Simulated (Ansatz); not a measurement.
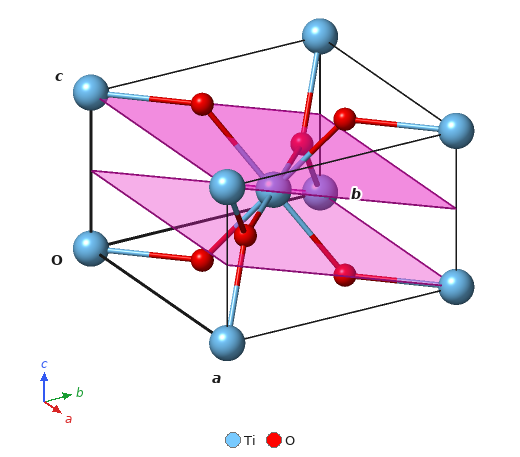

Crystal: TiO2, coordinates from a relaxation with DFT, r2SCAN, plane waves, PAW (Ansatz 0.2.0). Every member of one family of equally spaced planes, hx + ky + lz = a whole number, that cuts the unit cell is shaded (one member passes through the origin O, touching the cell only at an edge or corner). Geometry calculated from the standardised cell; symmetry tolerance 0.002 Å.

a = 4.597 Å, b = 4.597 Å, c = 2.954 Å, α = 90.00°, β = 90.00°, γ = 90.00°.

Question: Which (hkl) family is drawn?

Answer: (0 1 2); the opposite sign names the same planes. The member next to the origin meets the axes a never, b at 1, c at 1/2.

Question: What is the spacing?

Answer: d = 1.406 Å.

Question: Which atoms of the cell lie in these planes (within 0.03 Å)?

Answer: 1 of the 2 Ti.
